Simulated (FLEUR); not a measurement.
System: TiC (space group Fm-3m).

How it was computed, with FLEUR MaX-R8.1 (later development tree): all-electron LAPW DFT, no spin polarisation; energies at scaled volumes of the given cell, shape and fractions fixed, counted from the fit's minimum, third-order Birch-Murnaghan fit. All runs: no spin polarisation.

| setting | value |
| --- | --- |
| k mesh | 11×11×11 |
| occupations | Fermi–Dirac |
| smearing width | 0.05 eV |
| potentials | all electron |

What does the calculation give for the energy against volume, with one curve for each functional? The cases: LDA; PBEsol; r2SCAN.

The fitted equilibrium volumes, smallest first, are LDA 9.668, PBEsol 9.891, r2SCAN 10.132 Å³/atom. The fitted bulk moduli, smallest first, are r2SCAN 262.0, PBEsol 267.9, LDA 282.9 GPa.

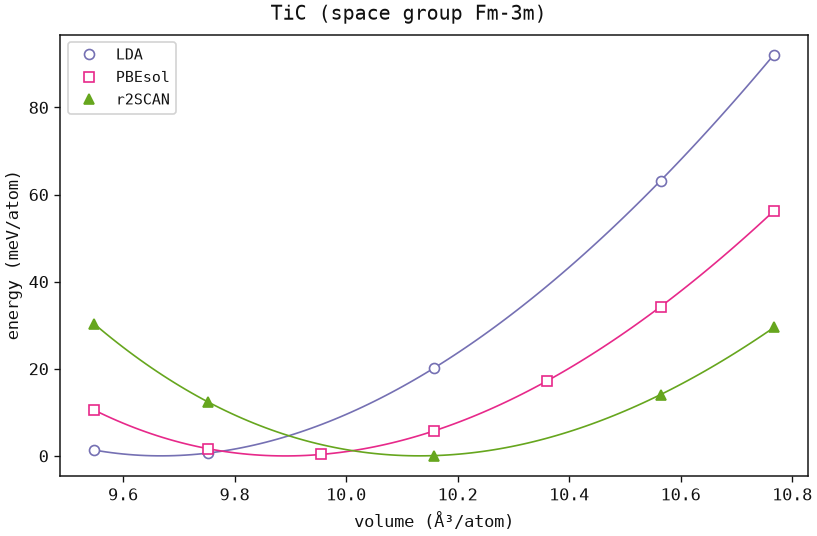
